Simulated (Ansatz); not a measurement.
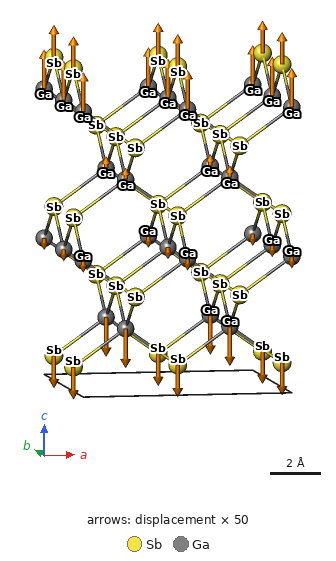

This is a relaxation of a slab of composition Ga4Sb5 (cut from the F-43m phase). The starting structure is drawn; orange arrows show the displacements, magnified 50 times.

A ball-and-stick model of the 2 × 2 repeat of the cell, outlined in the plane, without the vacuum, seen slightly off an axis.

Case: (1 0 0) slab, atoms relaxed. The slab is the (1 0 0) face of GaSb.

Theory: Ansatz, DFT PBEsol, scalar-relativistic, plane waves, PAW. (plane-wave cutoff 420 eV; k-point mesh 8 × 8 × 1; occupations gaussian; smearing width 0.1 eV; no spin polarisation; dipole correction; atoms relaxed in a fixed cell; force threshold 0.02 eV/Å; at most 60 steps)

**What happened in the run?**

The largest moves relative to the layer's centre, 0.033 Å, are those of Ga atoms. Largest moves by element: Ga 0.033 Å, Sb 0.027 Å. The cell stays as it was. Among the contacts that change: Ga–Sb 2.646 → 2.662 Å. After 2 geometry steps the energy has fallen by 3.7 meV per cell of the calculation. Largest force component: 0.13 eV/Å at the start, 0.0054 eV/Å at the end. Cost: 6 min on 1 thread of Arm Neoverse V1, on a shared host, peak memory 1 GiB.
